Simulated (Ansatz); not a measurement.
Input of the run:

```
crystal:
  lattice:
    - [3.6517557319, 0.0, 0.0]
    - [-1.8258778659, 3.1625132322, 0.0]
    - [0.0, 0.0, 29.873785]
  atoms:
    - { symbol: Hf, position: [0.0, 0.0, 0.3012673333] }
    - { symbol: S, position: [0.6666666667, 0.3333333333, 0.2528438333] }
    - { symbol: S, position: [0.3333333333, 0.6666666667, 0.3496908333] }
  periodic: [true, true, false]
basis:
  ecutwfc: 500
kpoints:
  mp_grid: { grid: [12, 12, 1] }
  band_path:
    path:
      - [0.0, 0.0, 0.0]
      - [0.5, 0.0, 0.0]
      - [0.33333333, 0.33333333, 0.0]
      - [0.0, 0.0, 0.0]
    npoints: 14
hamiltonian:
  xc: r2scan
scf:
  occupations: { method: gaussian, width: 0.02 }
  n_extra_bands: 7
output:
  forces: true
  stress: true
  eigenvalues: true
  populations: true
  dos: { projected: true, de: 0.02, nscf_kmesh: { grid: [18, 18, 1] } }
  bader: true
  write_density: true
  write_potential: true
  elf: true
  volumetric_format: npy
```

Launched with:
```bash
ansatz run input.yaml --threads 1 --pin off --max-ram 3072MiB --backend cpu --events-out ev --progress --plain --runs-dir out
```

Predict the main features of the density of states.

There is a gap; over the k points computed it is 1.65 eV. By projected weight, the top eV of the valence band is S 3p almost alone; the bottom eV of the conduction band is Hf 5d (80 %) and S 3p (20 %). The gap is of charge-transfer type, from anion p to metal d states. The upper group of valence states starts about 4.7 eV under the valence-band top (which lies at −0.8 eV on this axis), with a gap beneath it; it holds about 12 electrons a cell.

The structure is an invented one, so it need not be a known or stable phase. Spin-orbit coupling is left out, which matters for Hf.

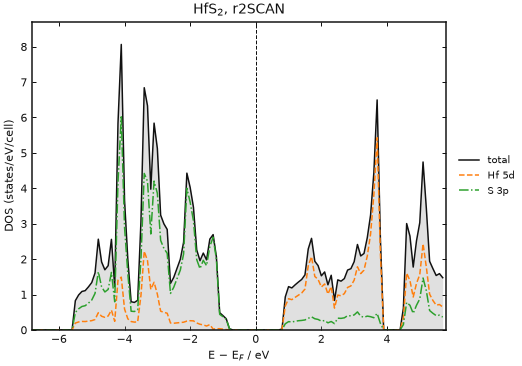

Density of states. Energies are counted from the Fermi level. The partial curves are projected on Löwdin-orthogonalised atomic shells.
